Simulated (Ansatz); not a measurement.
Rh: several calculations on one system

### Relaxation

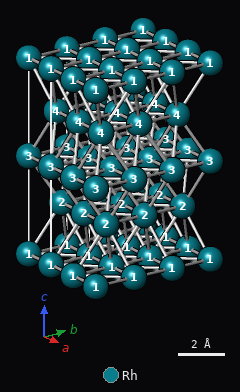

Starting structure of a crystal of Rh (set up in P6_3/mmc). A ball-and-stick model of the cell of the calculation, repeated 3 × 3 × 1 with one cell outlined, seen slightly off an axis.

Case: relaxed at 3 GPa.

Method: Ansatz, DFT PBE, scalar-relativistic, plane waves, PAW.

Input
```yaml
crystal:
  lattice:
    - [2.6854694882, 0.0, 0.0]
    - [-1.3427347441, 2.3256847979, 0.0]
    - [0.0, 0.0, 8.7596735167]
  atoms:
    - { symbol: Rh, position: [0.0, 0.0, 0.0] }
    - { symbol: Rh, position: [0.3333333333, 0.6666666667, 0.25] }
    - { symbol: Rh, position: [0.0, 0.0, 0.5] }
    - { symbol: Rh, position: [0.6666666667, 0.3333333333, 0.75] }
basis:
  ecutwfc: 420
kpoints:
  mp_grid: { grid: [18, 18, 6] }
hamiltonian:
  xc: pbe
scf:
  occupations: { method: gaussian, width: 0.1 }
output:
  forces: true
  stress: true
  eigenvalues: true
  write_density: true
  write_potential: true
  elf: true
  volumetric_format: npy
relax:
  adjacent_minimum: "off"
  f_tol: 0.008
  max_steps: 50
  cell: { stress_tol: 0.08, p_target: 3.0 }
```

Run as
```bash
ansatz run input.yaml --threads 1 --pin off --max-ram 2560MiB --backend cpu --events-out ev --progress --plain --runs-dir out
```

Q: What does the optimiser find from here?

A: Over 3 accepted moves (4 points after the start) the energy falls by 7.8 meV per atom. With the target pressure of 3 GPa, the enthalpy E + pV changes by −3.4 meV per atom. All forces vanish by symmetry, so only the cell relaxes. The pressure goes from 7.80 to 3.00 GPa. At 1 point the geometry stayed and the basis and grid were re-selected for the new cell (energy shift of 0.2 meV per atom at most each time). No atom moves by more than 0.005 Å relative to the cell. The drawn cell changes as follows: a = b 2.685 → 2.701 Å (+0.6 %), c 8.760 → 8.809 Å (+0.6 %); the volume changes by +1.7 %. Some distances before and after: Rh1–Rh2 2.683 → 2.698 Å, Rh1–Rh1 2.685 → 2.701 Å. The space group stays P6_3/mmc (No. 194).

### Relaxation

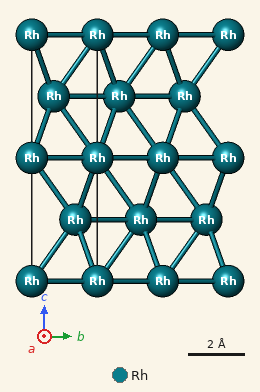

A crystal of Rh (set up in P6_3/mmc), before the relaxation. Style: ball-and-stick. Shown: the cell of the calculation, repeated 1 × 3 × 1 with one cell outlined, along the a axis.

Case: relaxed at -3 GPa.

Level of theory: Ansatz 0.2.0, DFT PBE, scalar-relativistic, plane waves, PAW.

Input file:
```yaml
crystal:
  lattice:
    - [2.7366197553, 0.0, 0.0]
    - [-1.3683098777, 2.3699822286, 0.0]
    - [0.0, 0.0, 8.9265194415]
  atoms:
    - { symbol: Rh, position: [0.0, 0.0, 0.0] }
    - { symbol: Rh, position: [0.3333333333, 0.6666666667, 0.25] }
    - { symbol: Rh, position: [0.0, 0.0, 0.5] }
    - { symbol: Rh, position: [0.6666666667, 0.3333333333, 0.75] }
basis:
  ecutwfc: 420
kpoints:
  mp_grid: { grid: [18, 18, 6] }
hamiltonian:
  xc: pbe
scf:
  occupations: { method: gaussian, width: 0.1 }
output:
  forces: true
  stress: true
  eigenvalues: true
  write_density: true
  write_potential: true
  elf: true
  volumetric_format: npy
relax:
  adjacent_minimum: "off"
  f_tol: 0.008
  max_steps: 50
  cell: { stress_tol: 0.08, p_target: -3.0 }
```

Run as
```bash
ansatz run input.yaml --threads 1 --pin off --max-ram 2560MiB --backend cpu --events-out ev --progress --plain --runs-dir out
```

**Where does the relaxation end?**

The atoms keep their places relative to the cell (all moves are under 0.005 Å). The volume changes by −1.6 %, with a = b 2.737 → 2.722 Å (−0.5 %), c 8.927 → 8.878 Å (−0.5 %). Among the contacts that change: Rh1–Rh2 2.734 → 2.719 Å, Rh1–Rh1 2.737 → 2.722 Å. The space group stays P6_3/mmc (No. 194). After 2 accepted moves (4 points after the start) the energy has fallen by 28.5 meV per cell of the calculation. With the target pressure of -3 GPa, the enthalpy E + pV changes by −11.0 meV per cell of the calculation. All forces vanish by symmetry, so only the cell relaxes. Pressure: −6.73 GPa at the start and −2.99 GPa at the end. The line search rejected the trial step at point 1 of the run. At 1 point the geometry stayed and the basis and grid were re-selected for the new cell (energy shift of 0.6 meV per cell of the calculation at most each time). Cost: 61 s on 1 thread of Intel(R) Xeon(R) Platinum 8488C (Sapphire Rapids), with other jobs on the host, peak memory 0.58 GiB.

Step by step:

| step | E − E(0), meV/atom | pressure, GPa | volume, Å³/atom | note |
| --- | --- | --- | --- | --- |
| 0 | 0.00 | -6.73 | 14.474 |  |
| 1 | -8.81 | 1.21 | 14.004 | rejected |
| 2 | -7.11 | -3.14 | 14.249 |  |
| 3 | -7.28 | -3.00 | 14.240 |  |
| 4 | -7.13 | -2.99 | 14.240 | same geometry, new basis |

### Series

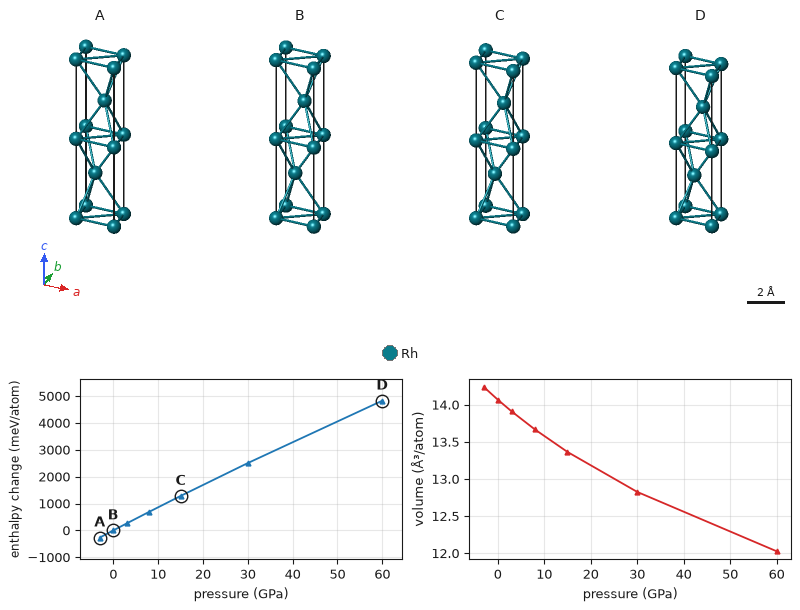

Members of a series of calculations on a crystal of Rh (set up in P6_3/mmc), marked on the first curve. A ball-and-stick model of the cell of the calculation, seen slightly off an axis.

Level of theory: DFT PBE, scalar-relativistic, plane waves, PAW (Ansatz 0.2.0). Set-up: plane-wave cutoff 420 eV; k-point mesh 18 × 18 × 6; occupations gaussian; smearing width 0.1 eV; no spin polarisation.

> Describe the series.

The structure is relaxed at several pressures. A (pressure −3.0 GPa): enthalpy change −265 meV/atom, volume 14.24 Å³ per atom. B (pressure 0.0 GPa): enthalpy change 0.0 meV/atom, volume 14.07 Å³ per atom. C (pressure 15.0 GPa): enthalpy change 1282 meV/atom, volume 13.37 Å³ per atom. D (pressure 60.0 GPa): enthalpy change 4830 meV/atom, volume 12.03 Å³ per atom. The rest compares A with D. Cell: a = b 2.722 → 2.572 Å (−5.5 %), c 8.878 → 8.397 Å (−5.4 %). Volume −15.5 %. Some distances before and after: Rh–Rh 2.721 → 2.571 Å.
